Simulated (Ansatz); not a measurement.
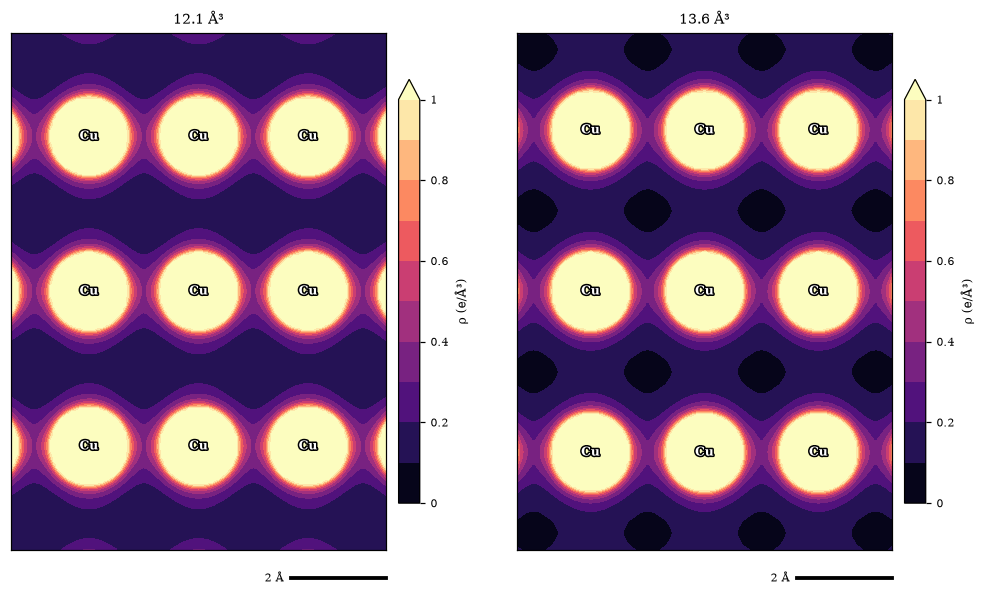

Cu. The valence pseudo-density of cells scaled evenly to different volumes (given per atom above each panel), on the (101) plane of each (indices in the axes of the cell below), at one length scale and on one colour scale.

A generated structure, not necessarily the stable one; computed without spin polarisation.

Computed with DFT, LDA (PW92), plane waves (420 eV) with PAW, scalar-relativistic in Ansatz.

The largest cell:

```
Cu
1.0
     2.38729    0.00000    0.00000
     0.00000    2.38729    0.00000
     0.00000    0.00000    2.38729
Cu
1
Direct
  0.00000 0.00000 0.00000
```

| volume (Å³/atom) | Cu–Cu contact in the plane (Å) | ρ at its midpoint (e/Å³) | pressure (GPa) | 
| --- | --- | --- | --- |
| 12.09 | 2.295 | 0.381 | 6.3 | 
| 13.10 | 2.357 | ? | ? | 
| 13.61 | 2.387 | 0.302 | −8.9 | 

> What values belong in the row with question marks?

Over the known rows ln ρ falls by 2.53 per Å of Cu–Cu distance (the line through the two), which gives 0.326 e/Å³ at 2.357 Å; the calculation gives 0.326 e/Å³. For the pressure, a straight line in volume between the neighbouring rows gives −3.8 GPa; the calculation gives −5.0, lower because pressure rises ever faster on compression.
